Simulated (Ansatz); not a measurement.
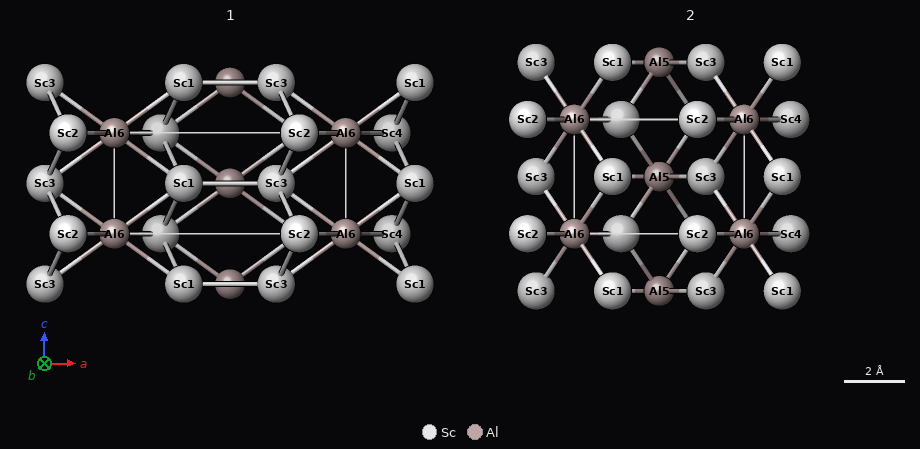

Two geometries of crystalline Sc2Al (built on the CaCl2 type) (coarse preliminary run), drawn at one scale. One is the start of a relaxation, the other its converged end. Style: ball-and-stick. Shown: the cell of the calculation, along the b axis.

All numbers below come from DFT r2SCAN, scalar-relativistic, plane waves, PAW in Ansatz. Set-up: plane-wave cutoff 500 eV; k-point mesh 4 × 4 × 4; occupations gaussian; smearing width 0.1 eV; no spin polarisation; cell and atoms relaxed; force threshold 0.04 eV/Å; at most 70 steps.

Q: Which geometry has the lower energy?

A: Structure 1 is the relaxed one. Case: CaCl2 type (Pnnm, No. 58). After 13 accepted moves (16 points after the start) the energy has fallen by 650 meV per atom. Largest force component: 0.46 eV/Å at the start, 0.0011 eV/Å at the end. The pressure goes from 18.29 to 0.07 GPa. The line search rejected the trial step at point 11 of the run. At 2 points the geometry stayed and the basis and grid were re-selected for the new cell (energy shift of 7.8 meV per atom at most each time). The largest moves relative to the cell, 1.08 Å, are those of Sc1, Sc2, Sc3 and Sc4. Sc3 goes along [−1 −2 0]. Al stays in place. The drawn cell changes as follows: a 5.741 → 7.822 Å (+36.3 %), b 5.915 → 5.165 Å (−12.7 %), c 3.864 → 3.408 Å (−11.8 %); the volume changes by +5.0 %. Among the contacts that change: Sc1–Sc3 3.311 → 4.690 Å, Sc1–Al5 4.294 → 3.020 Å, Sc1–Sc3 (another image) 3.776 → 3.132 Å, Sc1–Al5 (another image) 2.488 → 3.021 Å. New bonds form, among them: Sc1–Al5 (4.29 → 3.02 Å), Sc1–Sc3 (3.78 → 3.13 Å), Sc2–Al6 (4.29 → 3.02 Å), Sc2–Sc4 (3.78 → 3.13 Å). Bond angles that change, for instance: Al6–Sc3–Al6 98.8° → 72.0°, Sc1–Al6–Sc3 81.2° → 108.0°, Sc1–Al6–Sc1 98.8° → 72.0°. The space group (tolerance 0.01 Å) goes from Pnnm (No. 58) to Immm (No. 71).

Limits of the set-up: the k-point mesh is coarse for a cell with partly filled bands.
